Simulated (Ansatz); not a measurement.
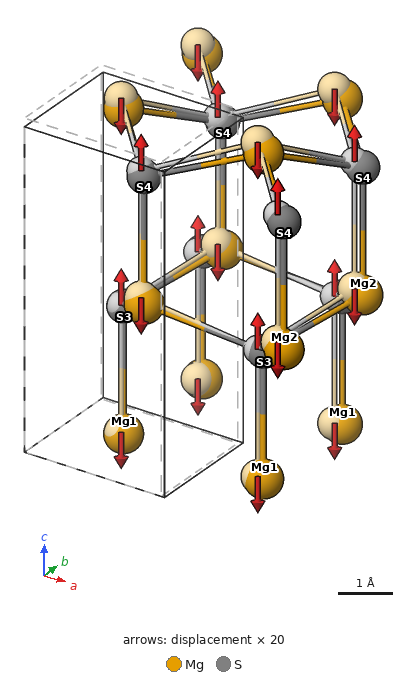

Solid MgS (built on the wurtzite type) at its r2SCAN-relaxed geometry, drawn pale, and a changed version of it, drawn solid. The red arrows show how the atoms are displaced (without the part that the change of the cell carries along), magnified 20 times. Style: ball-and-stick. Shown: the cell of the calculation, repeated 2 × 2 × 1 with one cell outlined, slightly off an axis.

These are results of DFT, PBE, plane waves, PAW in Ansatz 0.2.0, not measurements. Set-up: plane-wave cutoff 420 eV; k-point mesh 12 × 12 × 4; occupations fermi dirac; smearing width 0.02 eV; no spin polarisation.

Q: What was done to the structure, and with what result?

A: The cell is strained by −2.6 % along c and +2.5 % across it (volume +2.3 %). The atoms and the free axis were relaxed with r2SCAN under that strain, and this is a single point on that geometry. The energy rises by 3.7 meV per atom. The pressure goes from 1.1 to −0.5 GPa. The principal stresses (compression positive) are 0.9 GPa along c and −1.1 GPa across it. The largest forces, 0.015 eV/Å, act on Mg1, Mg2, S3 and S4. Among the bonded contacts that change: Mg–S 2.452 → 2.466 to 2.478 Å. The space group stays P6_3mc (No. 186).
